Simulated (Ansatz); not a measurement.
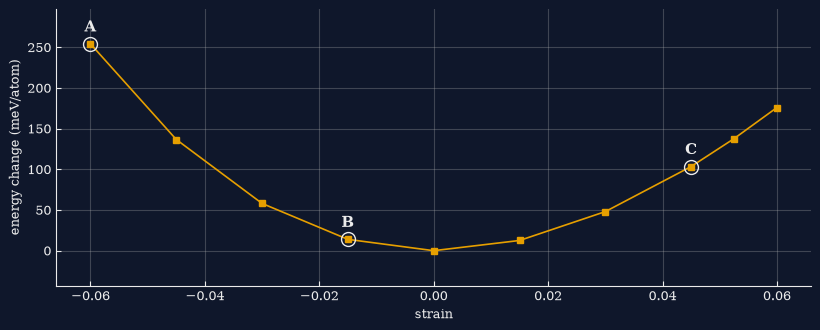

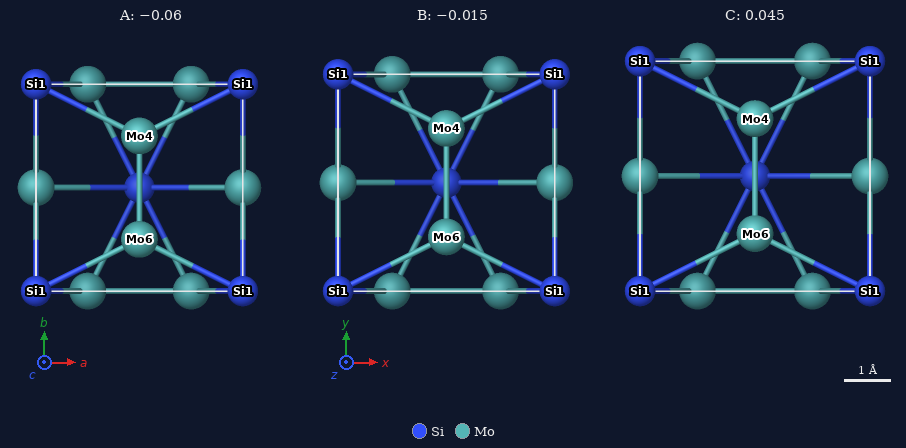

A scan of a crystal of SiMo3 (Pm-3n): the cell is strained equally along x and y, with the atoms kept at their fractional coordinates. x, y and z are the Cartesian axes of the input. The lettered frames are marked on the plot. A ball-and-stick model of the cell of the calculation, seen along the c axis.

Theory: Ansatz 0.2.0, DFT PBEsol, scalar-relativistic, plane waves, PAW. (plane-wave cutoff 420 eV; k-point mesh 8 × 8 × 8; occupations gaussian; smearing width 0.15 eV; no spin polarisation). Energies (free energies at the smearing named) are counted from the relaxed crystal.

**Read off the main features of the energy profile.**

Of the computed points the lowest is at the strain 0.00, 0.0 meV/atom. At the ends of the scan the energy is 254.2 meV/atom (−0.06) and 176.0 meV/atom (0.06). The curvature at zero strain, (1/V) d²E/dε², is about 1300 GPa; it is C₁₁ + C₂₂ + 2C₁₂ with clamped ions. The distortion takes the space group from Pm-3n to P4_2/mmc. At the strain −0.06 the cell of the drawing goes a 4.862 → 4.570 Å, b 4.862 → 4.570 Å.
